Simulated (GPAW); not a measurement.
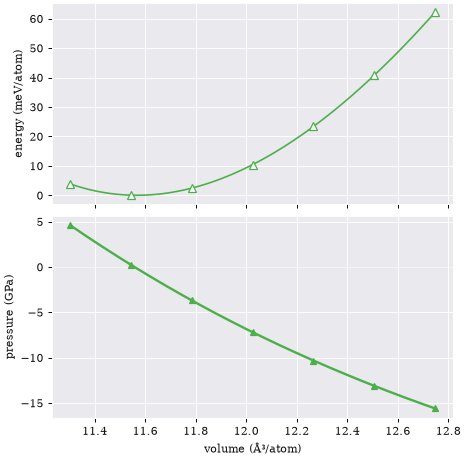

The picture above shows the energy and pressure against volume for MnO₂, space group P6_3/mmc (No. 194).

Cell as given: a = 2.855 Å, b = 2.855 Å, c = 10.222 Å, α = 90.00°, β = 90.00°, γ = 120.00°; 6 atoms.

How it was computed, with GPAW 26.7.0: PAW DFT in plane waves, on a grid or in atomic orbitals, collinear spins; energies at scaled volumes of the given cell, shape and fractions fixed, counted from the fit's minimum, third-order Birch-Murnaghan fit. Level: LDA, collinear spin.

k mesh 7×7×2; occupations Fermi–Dirac; smearing width 0.05 eV; potentials GPAW PAW data sets (gpaw data 1.2.1); wave cutoff 800 eV; program settings basis pw.

> Give the fitted equation-of-state parameters.

A third-order Birch–Murnaghan fit gives V0 = 11.57 Å³/atom, B0 = 197 GPa and B′ = 4.4.

> Read off the course of the pressure.

It falls from 4.58 GPa at volume 11.30 Å³/atom to −15.60 GPa at 12.75 Å³/atom, and changes sign near 11.56 Å³/atom.

Note: shape and atomic fractions are frozen while scaling, which makes layered, chain and framework solids too stiff.

The computed values:

| volume (Å³/atom) | energy (meV/atom) | pressure (GPa) |
| --- | --- | --- |
| 11.30 | 3.82 | 4.58 |
| 11.54 | 0.03 | 0.22 |
| 11.79 | 2.45 | −3.70 |
| 12.03 | 10.44 | −7.20 |
| 12.27 | 23.39 | −10.32 |
| 12.51 | 40.78 | −13.11 |
| 12.75 | 62.16 | −15.60 |
